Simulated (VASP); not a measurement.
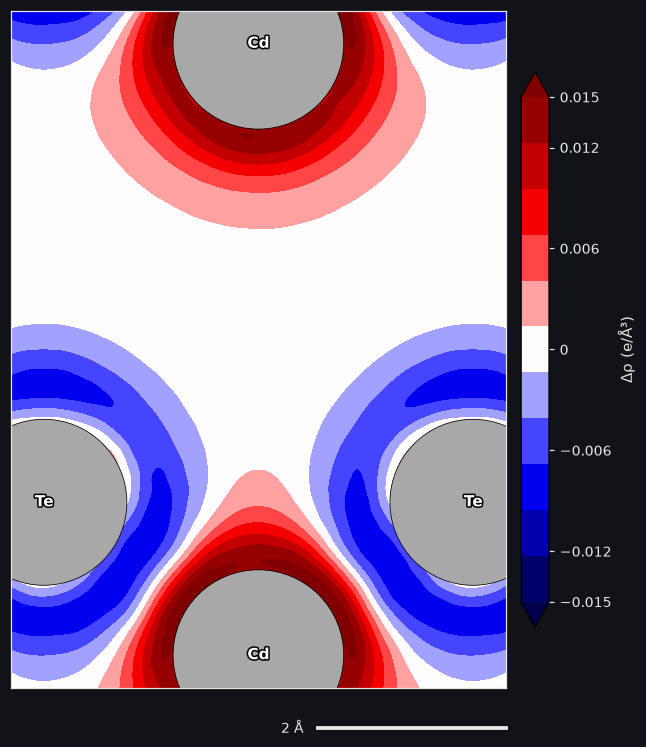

CdTe. Difference of the valence pseudo-densities of two functionals at the same geometry, on the (11̄0) plane of the calculation cell: one of LDA and r2SCAN less the other.

Both computed with VASP (plane waves, PAW), on the same k-point mesh. Grey discs cover the atomic cores.

Question: Which was subtracted from which, and what does the map show?

Answer: It is LDA less r2SCAN. Against r2SCAN, LDA gives more density around Cd (+0.014 e/Å³ on average at 1.1 Å from the nucleus) and less density around Te (−0.005 e/Å³ on average at 1.0 Å from the nucleus).
